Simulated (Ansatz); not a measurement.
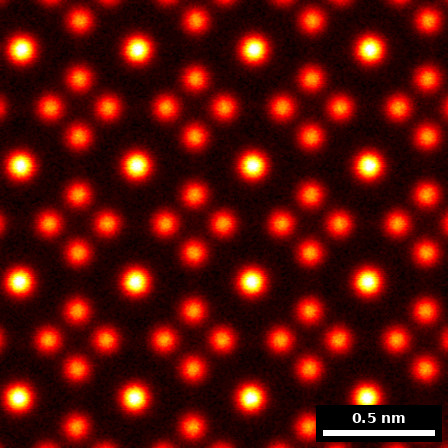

HAADF-like image of Hf3N (Pm-3n, No. 223). Simulated incoherent Z contrast: every atom adds Z^1.7 spread by a probe of 0.82 Å full width; channelling and multiple scattering are left out. The probe carries 25 % of its weight in a tail 2.5 times as wide. The display is stretched by a gamma of 0.8; percentages refer to the linear signal. Shot noise and a slight drift were added. Model: the end point of a relaxation with DFT PBE, scalar-relativistic, plane waves, PAW in Ansatz 0.2.0; the starting structure was generated, so it need not be a known form of this composition.

```yaml
crystal:
  lattice:
    - [5.23489, 0.00000, 0.00000]
    - [0.00000, 5.23489, 0.00000]
    - [0.00000, 0.00000, 5.23489]
  atoms:
    - { symbol: Hf, position: [0.00000, 0.50000, 0.25000] }
    - { symbol: Hf, position: [0.00000, 0.50000, 0.75000] }
    - { symbol: Hf, position: [0.25000, 0.00000, 0.50000] }
    - { symbol: Hf, position: [0.75000, 0.00000, 0.50000] }
    - { symbol: Hf, position: [0.50000, 0.75000, 0.00000] }
    - { symbol: Hf, position: [0.50000, 0.25000, 0.00000] }
    - { symbol: N, position: [0.00000, 0.00000, 0.00000] }
    - { symbol: N, position: [0.50000, 0.50000, 0.50000] }
```

Along which zone axis is the crystal seen: [210], [221], [110] or [001]? (Directions equivalent by symmetry count as one.)

Answer. [001]. The projected cells are 2.34 × 5.23 Å, 90° for [210]; 2.47 × 3.90 Å, 108° for [221]; 2.62 × 3.70 Å, 90° for [110]; 5.23 × 5.23 Å, 90° for [001], and the image repeats as the [001] one does.
